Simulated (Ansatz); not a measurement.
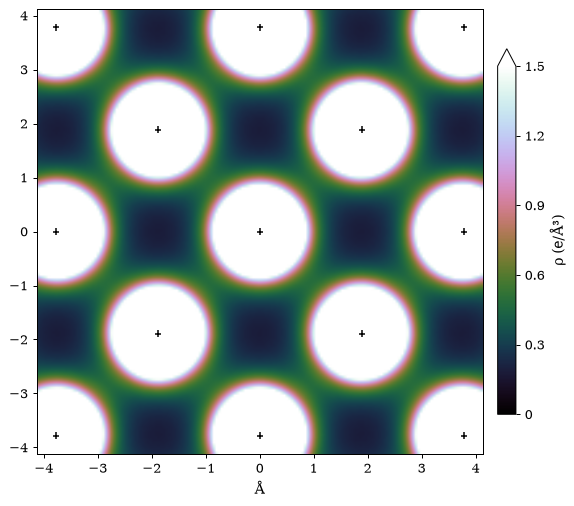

The valence pseudo-density on a plane through atoms (crosses mark nuclei in the plane).

These are results of Kohn-Sham DFT of a periodic cell, LDA, Ansatz PAW (Ansatz), not measurements.

Candidates:
A. Ir, a = 3.78 Å, b = 3.78 Å, c = 3.78 Å, α = 90.00°, β = 90.00°, γ = 90.00°. Space group Fm-3m; computed pressure about 10 GPa in this cell.
B. Ge2Sb2Te5, a = 4.29 Å, b = 4.29 Å, c = 17.10 Å, α = 90.00°, β = 90.00°, γ = 120.00°. Space group P-3m1; a structure from a database of computed crystals, not necessarily the ambient phase; computed pressure about −3 GPa in this cell.
C. Ga, a = 2.92 Å, b = 8.18 Å, c = 3.19 Å, α = 90.00°, β = 90.00°, γ = 90.00°. Space group Cmcm; computed pressure about −5 GPa in this cell.

> Which system is this?

Candidate A: Ir on the (010) plane of the conventional cell, which holds Ir. Ir–Ir (2.67 Å): ρ at the midpoint is about 0.48 e/Å³.
